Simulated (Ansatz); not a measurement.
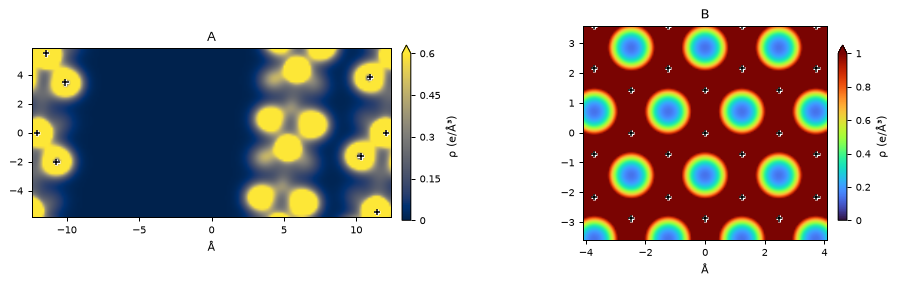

The valence pseudo-density of 2 systems, each on a plane through atoms (crosses mark nuclei in the plane).

Level of theory: DFT r2SCAN, scalar-relativistic, plane waves, PAW (Ansatz 0.2.0).

System 1: WS$_{2}$, the (111) plane of the conventional cell. Space group P-3m1; a structure from a database of computed crystals, not necessarily the ambient phase; changed on purpose from its base cell (strain +0.0100 x Voigt [0, 0, 1, 0, 0, 0], atoms carried along); not relaxed (largest force 0.3 eV/Å).

```xyz
6
Lattice="3.1814 0.0000 0.0000 -1.5907 2.7552 0.0000 0.0000 0.0000 23.9250" Properties=species:S:1:pos:R:3 pbc="T T T"
W     0.0000    1.8368   15.2627
W     1.5907    0.9184    8.6623
S     0.0000    1.8368    7.0876
S     1.5907    0.9184   13.6875
S     0.0000    1.8368   10.2375
S     1.5907    0.9184   16.8375
```

System 2: C, the (001) plane of the conventional cell. Space group P6₃/mmc; computed pressure about −11 GPa in this cell.

> Which map belongs to which system?

Panel A is system 1, WS$_{2}$: the plane holds W and S. W–S (2.42 Å): the density is about 0.62 e/Å³ at the midpoint. Panel B is system 2, C: the plane holds C. C–C (1.44 Å): ρ is about 2 e/Å³ halfway.
